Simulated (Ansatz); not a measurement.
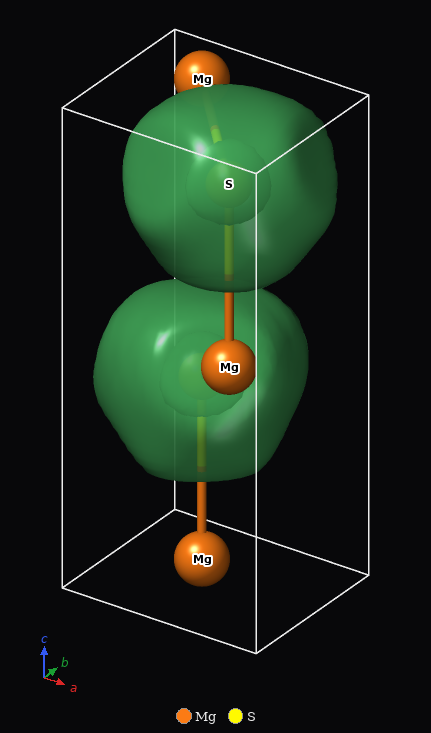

Figure 1: MgS. Isosurface of the electron localisation function at 0.7 (green), seen slightly off an axis. Core shells and regions of very low density are left out. Sticks mark near contacts.

Space group P6₃mc; started from the wurtzite prototype, which need not be the ambient phase; changed on purpose from its base cell (biaxial xy strain -0.4%).

The calculation used Ansatz, DFT, HSE06, plane waves, PAW.

In a PAW calculation such maps are meaningful between the atoms, not at the nuclei.

### Describe the localisation domains.

The ELF exceeds this value in two regions wrapped around S (the valence shell of each), counted in one cell of 4 atoms. Regions shared between cells count once. Profiles from the grid: Mg–S (2.44 Å): the ELF peaks at about 0.90 in the valence shell of S, 0.9 Å from its nucleus, and falls to about 0.05 next to Mg: an ionic contact with no shared pair.

### Metal or insulator at this level of theory?

It is gapped, with a Kohn–Sham gap of 4.6 eV on the k-point mesh (the band edges may lie off the mesh, which would make the gap smaller).
